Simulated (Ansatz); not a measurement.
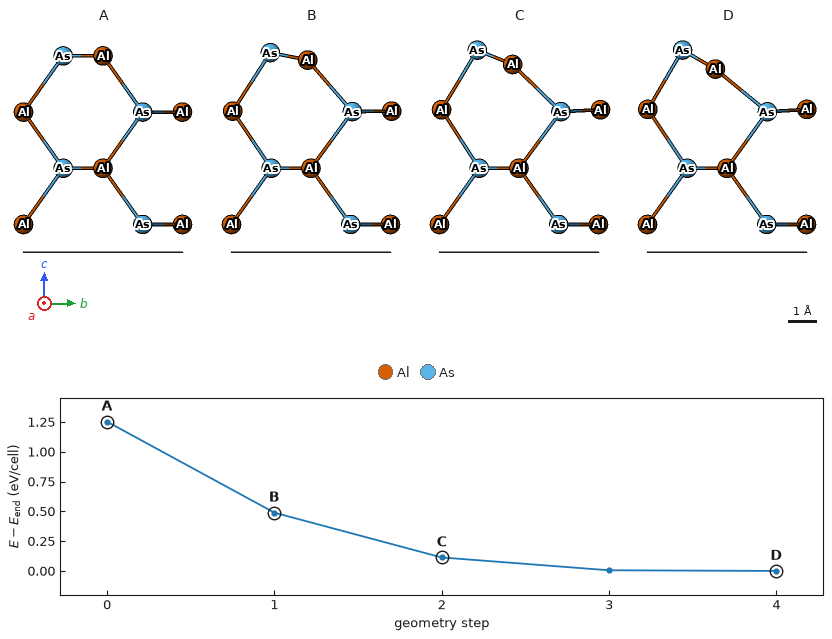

Frames of a constrained relaxation of a slab of composition AlAs (cut from the F-43m phase), marked on the history of the run. A ball-and-stick model of the cell of the calculation, outlined in the plane, without the vacuum (origin shifted), seen along the a axis.

Case: clean slab, lower half held. The slab is the (1 1 0) face of AlAs. 8 atoms are held fixed.

These are results of DFT PBE, scalar-relativistic, plane waves, PAW (Ansatz 0.2.0), not measurements.

Input
```yaml
crystal:
  lattice:
    - [8.100068468, 0.0, 0.0]
    - [0.0, 5.7276133418, 0.0]
    - [0.0, 0.0, 23.075051351]
  atoms:
    - { symbol: Al, position: [0.25, 0.5, 0.3683632106] }
    - { symbol: Al, position: [0.75, 0.5, 0.3683632106] }
    - { symbol: As, position: [0.5, 0.25, 0.3683632106] }
    - { symbol: As, position: [0.0, 0.25, 0.3683632106] }
    - { symbol: Al, position: [0.5, 0.0, 0.4561210702] }
    - { symbol: Al, position: [0.0, 0.0, 0.4561210702] }
    - { symbol: As, position: [0.75, 0.75, 0.4561210702] }
    - { symbol: As, position: [0.25, 0.75, 0.4561210702] }
    - { symbol: Al, position: [0.75, 0.5, 0.5438789298] }
    - { symbol: Al, position: [0.25, 0.5, 0.5438789298] }
    - { symbol: As, position: [0.0, 0.25, 0.5438789298] }
    - { symbol: As, position: [0.5, 0.25, 0.5438789298] }
    - { symbol: Al, position: [0.0, 0.0, 0.6316367894] }
    - { symbol: Al, position: [0.5, 0.0, 0.6316367894] }
    - { symbol: As, position: [0.25, 0.75, 0.6316367894] }
    - { symbol: As, position: [0.75, 0.75, 0.6316367894] }
basis:
  ecutwfc: 420
kpoints:
  mp_grid: { grid: [4, 5, 1] }
hamiltonian:
  xc: pbe
scf:
  occupations: { method: gaussian, width: 0.05 }
output:
  forces: true
  eigenvalues: true
  write_density: true
  write_potential: true
  elf: true
  volumetric_format: npy
relax:
  adjacent_minimum: "off"
  f_tol: 0.03
  max_steps: 70
  constraints: [{ sites: [0, 1, 2, 3, 4, 5, 6, 7] }]
efield:
  axis: 3
  dipole_correction: true
  ramp_width: 0.04
```

Run as
```bash
ansatz run input.yaml --threads 4 --pin off --max-ram 10240MiB --backend cpu --events-out ev --progress --plain --runs-dir out
```

**Describe the path.**

The largest moves, 0.63 Å, are those of Al13 and Al14. Al13 goes at 41° to the normal (−c side). By element the largest moves are Al 0.63 Å, As 0.27 Å. The cell doesn't change. Some distances before and after: As7–Al9 2.480 → 2.553 Å, As11–Al13 2.480 → 2.425 Å, Al13–As15 2.480 → 2.444 Å, Al5–As12 2.480 → 2.504 Å. Bond angles that change, for instance: Al10–As15–Al13 109.5° → 90.2°, Al5–As12–Al14 109.5° → 93.8°, As11–Al13–As15 109.5° → 123.5°. Over 4 geometry steps the energy falls by 1.253 eV per cell of the calculation. The largest force component goes from 1.3 to 0.016 eV/Å. From step 0 to 1: Al atoms move most (0.19 Å), energy −0.764 eV per cell of the calculation. From step 1 to 2: Al atoms move most (0.19 Å), energy −0.376 eV per cell of the calculation. From step 2 to 4: Al atoms move most (0.25 Å), energy −0.113 eV per cell of the calculation.
